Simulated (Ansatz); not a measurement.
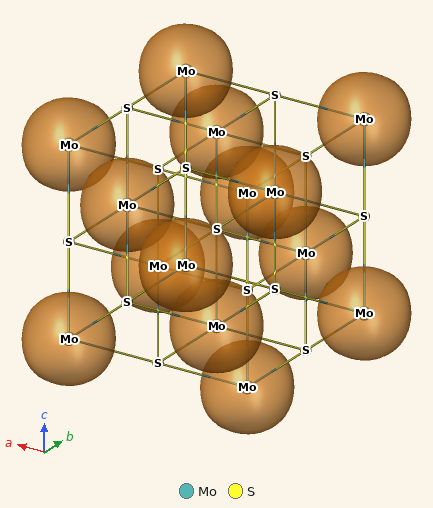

MoS. Isosurface of the magnetisation density (up minus down) at +0.15 e/Å³ (orange), seen at an oblique angle. Sticks mark near contacts.

Space group Fm-3m; started from the rock salt prototype, which need not be the ambient phase; Hubbard U of 4.38 eV on Mo d only; spin-polarised.

Computed with Ansatz 0.2.0, DFT r2SCAN+U, scalar-relativistic, plane waves, PAW.

Q: Describe the spin distribution.

A: The spin density sits on Mo: +3.3 μB (×4) in one cell of 8 atoms, with smaller moments on other sites: S (up to −0.13 μB): parallel main moments, as they must be, since the calculation's own cell holds one magnetic site. The cell of the calculation (2 atoms) carries 4.0 μB of net spin moment.
